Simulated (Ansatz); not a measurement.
Consider Al$_{8}$N (slab).

Input

```
crystal:
  lattice:
    - [5.6324246428, 0.0, 0.0]
    - [0.0, 5.6324246428, 0.0]
    - [0.0, 0.0, 23.9740884892]
  atoms:
    - { symbol: Al, position: [0.25, 0.25, 0.3336936044] }
    - { symbol: Al, position: [0.25, 0.75, 0.3336936044] }
    - { symbol: Al, position: [0.75, 0.25, 0.3336936044] }
    - { symbol: Al, position: [0.75, 0.75, 0.3336936044] }
    - { symbol: Al, position: [0.5, 0.5, 0.4167567344] }
    - { symbol: Al, position: [0.5, 0.0, 0.4167567344] }
    - { symbol: Al, position: [0.0, 0.5, 0.4167567344] }
    - { symbol: Al, position: [0.0, 0.0, 0.4167567344] }
    - { symbol: Al, position: [0.75, 0.75, 0.4970650809] }
    - { symbol: Al, position: [0.75, 0.25, 0.4970650809] }
    - { symbol: Al, position: [0.25, 0.75, 0.4970650809] }
    - { symbol: Al, position: [0.25, 0.25, 0.4970650809] }
    - { symbol: Al, position: [0.0, 0.0, 0.5829494246] }
    - { symbol: Al, position: [0.0, 0.5, 0.5829494246] }
    - { symbol: Al, position: [0.5, 0.0, 0.5829494246] }
    - { symbol: Al, position: [0.5, 0.5, 0.5829494246] }
    - { symbol: "N", position: [0.0, 0.25, 0.6805548039] }
    - { symbol: "N", position: [0.0839642976, 0.426322446, 0.6805548039] }
basis:
  ecutwfc: 420
kpoints:
  mp_grid: { grid: [4, 4, 1] }
hamiltonian:
  xc: pbe
  dispersion: d3bj
scf:
  occupations: { method: gaussian, width: 0.1 }
output:
  forces: true
  eigenvalues: true
  write_density: true
  write_potential: true
  elf: true
  volumetric_format: npy
relax:
  adjacent_minimum: "off"
  f_tol: 0.04
  max_steps: 100
  constraints: [{ sites: [0, 1, 2, 3, 4, 5, 6, 7] }]
efield:
  axis: 3
  dipole_correction: true
  ramp_width: 0.04
```

Command:

```sh
ansatz run input.yaml --threads 2 --pin off --max-ram 6144MiB --backend cpu --events-out ev --progress --plain --runs-dir out
```

The fields are those of the relaxed geometry.

These are results of DFT PBE+D3(BJ), scalar-relativistic, plane waves, PAW (Ansatz), not measurements.

Question: What can the converged valence pseudo-density and electron localisation function tell about the bonding?

Answer: Al–Al (2.77 Å): ρ at the midpoint is about 0.23 e/Å³; the ELF peaks at about 0.65 between the atoms.
Al–Al (2.82 Å): ρ at the midpoint is about 0.21 e/Å³; the ELF peaks at about 0.60 between the atoms.
Al–Al (2.86 Å): ρ is about 0.2 e/Å³ halfway; the ELF peaks at about 0.60 between the atoms.

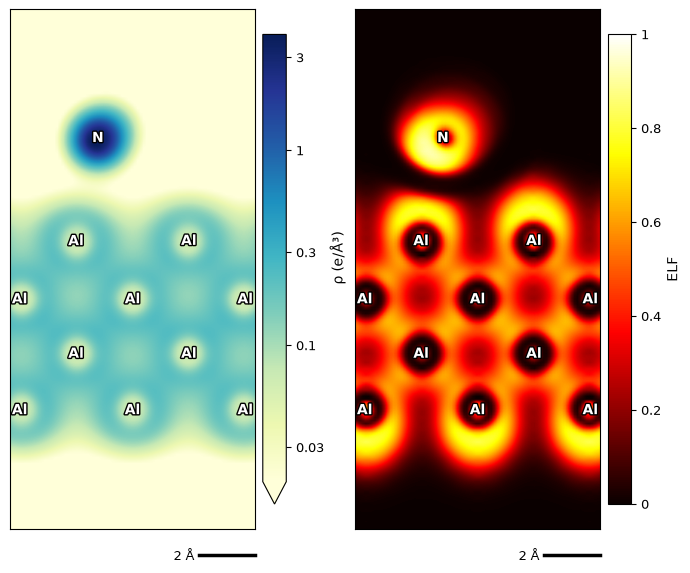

Computed valence pseudo-density and electron localisation function on the (110) plane of the calculation cell, a cut from vacuum to vacuum, in this order. 
